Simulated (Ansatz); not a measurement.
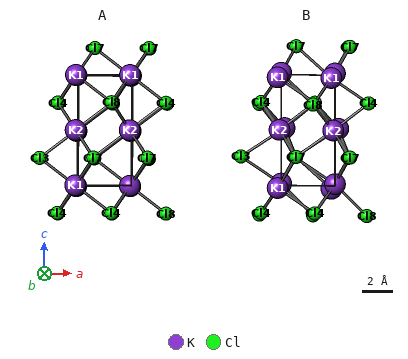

Two geometries of solid KCl (built on the NiAs type), drawn at one scale. One is the start of a relaxation, the other its converged end. The picture is a ball-and-stick view of the cell of the calculation, seen along the b axis.

Theory: Ansatz, DFT, PBEsol, plane waves, PAW. Settings: plane-wave cutoff 420 eV; k-point mesh 6 × 6 × 2; occupations fermi dirac; smearing width 0.05 eV; no spin polarisation; cell and atoms relaxed; force threshold 0.01 eV/Å; at most 120 steps.

Question: Which of the two is the end point?

Answer: Structure A is the relaxed one. Case: shaken. Over 3 accepted moves (4 points after the start) the energy falls by 79.6 meV per atom. Largest force component: 1.1 eV/Å at the start, 0.0017 eV/Å at the end. The pressure goes from 1.84 to 0.00 GPa. At 1 point the geometry stayed and the basis and grid were re-selected for the new cell (energy shift of less than 0.05 meV per atom at most each time). The atom that moves furthest relative to the cell is a K atom (0.40 Å in a general direction near [−3 0 −1]). By element the largest moves are K 0.40 Å, Cl 0.32 Å. The drawn cell changes as follows: a 4.285 → 4.308 Å (+0.5 %), b 8.458 → 8.616 Å (+1.9 %), c 7.608 → 7.583 Å (−0.3 %), α 89.1° → 90.0°, β 91.1° → 90.0°, γ 120.5° → 120.0°; the volume changes by +2.6 %. Among the contacts that change: Cl–K 2.559 → 3.126 Å, Cl–K 3.574 → 3.128 Å, Cl–K 3.531 → 3.127 Å, Cl–K 2.761 → 3.127 Å. Among the angles between lasting bonds that change: Cl–K–Cl 161.5° → 180.0°, Cl–K–Cl 109.1° → 93.0°, Cl–K–Cl 164.2° → 179.8°. The space group (tolerance 0.01 Å) goes from P1 (No. 1) to P6_3/mmc (No. 194). Cost: 49 s on 2 threads of Arm Neoverse V2, with other jobs on the host, peak memory 0.59 GiB.
